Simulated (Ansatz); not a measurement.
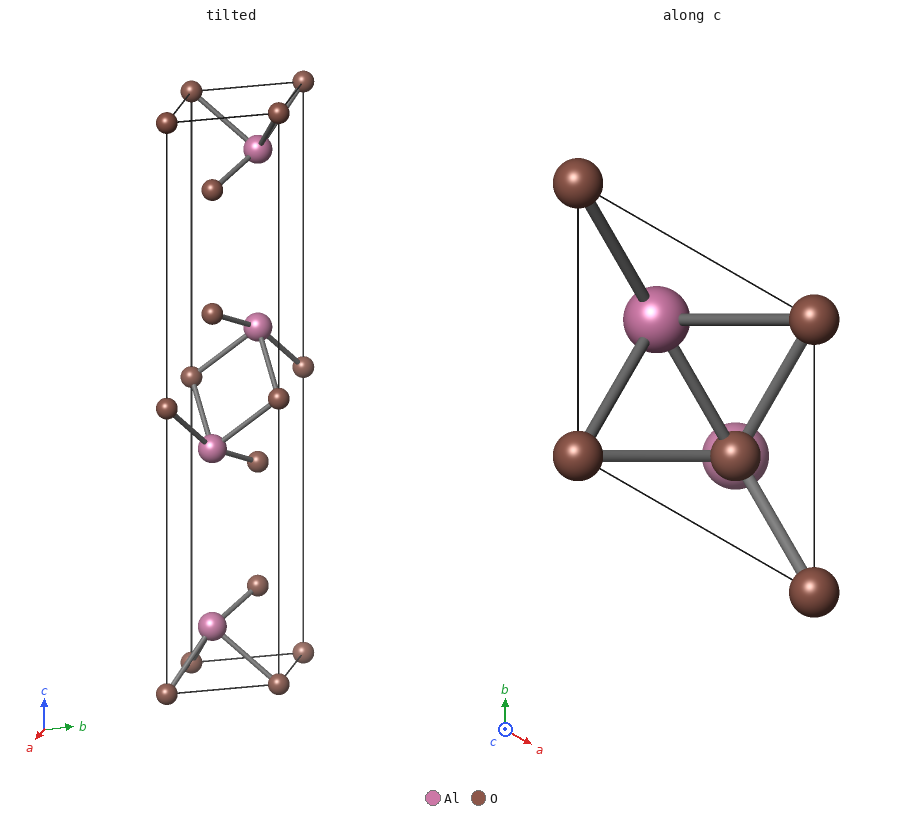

The figure gives a ball-and-stick picture of the atoms, viewed slightly off an axis and along the c axis. The parallelepiped is the conventional unit cell. Cell: a = 2.87 Å, b = 2.87 Å, c = 14.50 Å, α = 90.00°, β = 90.00°, γ = 120.00°.

Its origin is a structure type filled with these elements by a generator (whether the compound takes this form wasn't checked). Earlier steps of the study may have refined or changed the cell and positions. It was the input of a calculation with Ansatz.

In words:

Answer. The formula is Al2O3. The space group is P6_3/mmc (No. 194); the lattice is primitive hexagonal. In the cell are 4 Al, 6 O, which makes 2 formula units. Al is linked to six O in a distorted octahedral arrangement at about 1.8 to 2.1 Å. O takes two kinds of site: 2a with six Al in a distorted octahedral arrangement at about 2.1 Å; 4f with three Al in a trigonal pyramidal arrangement at about 1.8 Å. The bonds build Al2O3 layers parallel to (001).

Theory: Ansatz, DFT PBE+D3(BJ), scalar-relativistic, plane waves, PAW. Numerical settings: a 420 eV plane-wave basis, the zone sampled with 9×9×2 points, Gaussian smearing of 0.02 eV, no spin polarisation.

Does it come out as a metal, or with a gap?

Answer. An insulator at this level, with a gap of 4.76 eV, indirect.

What does a Bader analysis give?

Answer. Al +2.54 e; O -1.73 to -1.67 e.

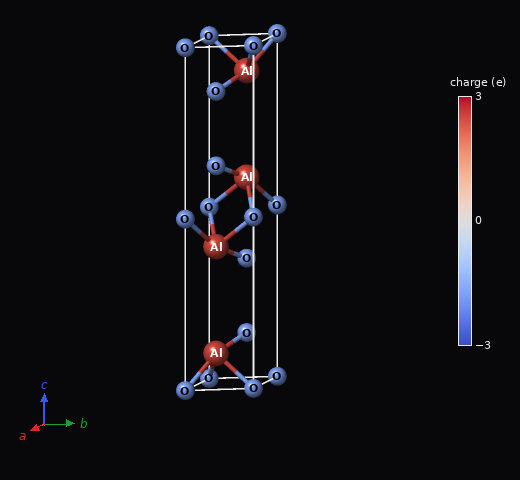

The atoms coloured by those charges. The run's cell of 10 atoms is drawn.

Is the structure in equilibrium?

Answer. Yes. All forces vanish to within 0.01 eV/Å. The pressure is 0.0 GPa, close to zero.
